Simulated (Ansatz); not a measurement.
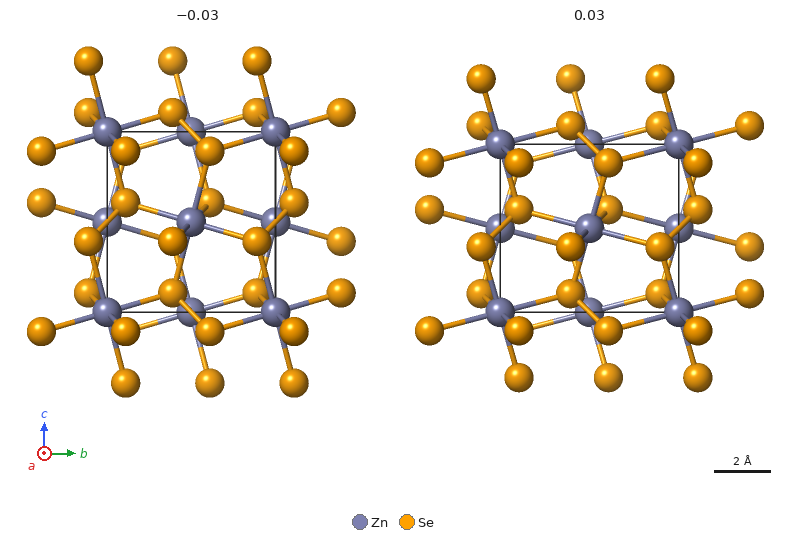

Crystalline ZnSe₂ (set up in Pa-3), under biaxial strain in the a–b plane (c and atoms relaxed), with energies (extrapolated to zero smearing) counted from the relaxed crystal, which is the row at zero. The picture shows the first and the last member. Style: ball-and-stick. Shown: the cell of the calculation, along the a axis.

Computed with Ansatz 0.2.0: DFT r2SCAN, scalar-relativistic, plane waves, PAW. Settings: plane-wave cutoff 500 eV; k-point mesh 4 × 4 × 4; occupations gaussian; smearing width 0.02 eV; no spin polarisation; force threshold 0.008 eV/Å.

| strain | energy (meV/atom) | a (Å) | c (Å) | band gap (eV) |
| --- | --- | --- | --- | --- |
| −0.03 | 11.33 | 6.118 | 6.551 | 0.93 |
| −0.015 | ? | ? | ? | ? |
| 0.0 | 0.00 | 6.307 | 6.307 | 1.14 |
| 0.015 | 2.07 | 6.402 | 6.197 | 1.08 |
| 0.03 | 7.48 | 6.496 | 6.100 | 1.10 |

One row is withheld. What does the calculation give there?

A parabola through three neighbouring rows (−0.03, 0.0, 0.015) gives, with Lagrange weights, (0.3333)(11.33) + (1.0000)(0.00) + (−0.3333)(2.07) = 3.09 meV/atom. The calculation gives 2.55 meV/atom (a = 6.212 Å, c = 6.426 Å). The estimate is 0.54 meV/atom too high. For the gap a parabola through the rows −0.03, 0.0, 0.015 gives 1.09 eV, and the calculation 1.04 eV (semilocal gaps, lower than measured ones as a rule). From the first member to the last: Se–Zn 2.742 → 2.568 Å, Se–Zn 2.573 → 2.738 Å, Se–Zn 2.585 → 2.730 Å.

The whole series:

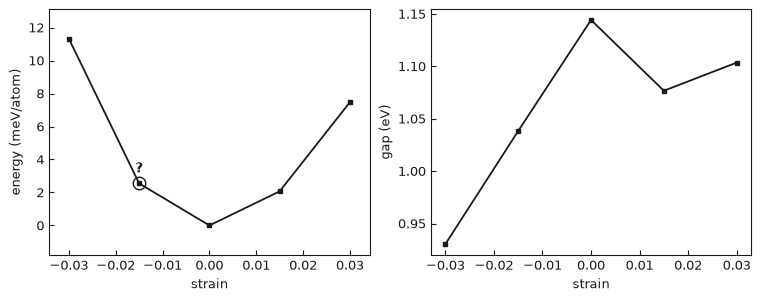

Each member starts from this one structure; whether another phase lies lower wasn't checked.
